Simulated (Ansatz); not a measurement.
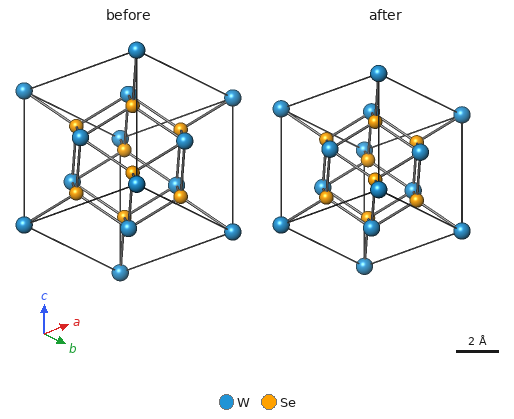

The structure of a crystal of WSe2 (built on the fluorite type) before (left) and after (right) a relaxation, at one scale.

A ball-and-stick model of the conventional cell (4 times the calculation's cell), seen from a free direction. Lengths and directions refer to the drawn axes.

Method: DFT, PBE, plane waves, PAW in Ansatz.

The input:
```yaml
crystal:
  lattice:
    - [0.0, 3.584111328, 3.584111328]
    - [3.584111328, 0.0, 3.584111328]
    - [3.584111328, 3.584111328, 0.0]
  atoms:
    - { symbol: W, position: [0.0, 0.0, 0.0] }
    - { symbol: Se, position: [0.25, 0.25, 0.25] }
    - { symbol: Se, position: [0.75, 0.75, 0.75] }
kpoints:
  mp_grid: { grid: [6, 6, 6] }
hamiltonian:
  xc: pbe
scf:
  occupations: { method: fermi_dirac, width: 0.02 }
relax:
  f_tol: 0.005
  cell: {}
```

Question: Describe what moved and what it gained.

Answer: The atoms keep their places relative to the cell (all moves are under 0.005 Å). Cell: a = b = c 7.168 → 6.212 Å (−13.3 %). Volume −34.9 %. Among the contacts that change: Se2–Se3 3.584 → 3.106 Å, W1–Se2 3.104 → 2.690 Å. The space group stays Fm-3m (No. 225). Over 5 accepted moves (6 points after the start) the energy falls by 999 meV per atom. All forces vanish by symmetry, so only the cell relaxes. The pressure goes from −19.71 to −0.01 GPa. The SCF was repeated once at an unchanged geometry on a basis and grid sized afresh for the cell, which shifted the energy by 0.7 meV per atom at most. The run took of the order of 11 core-seconds on a shared host.
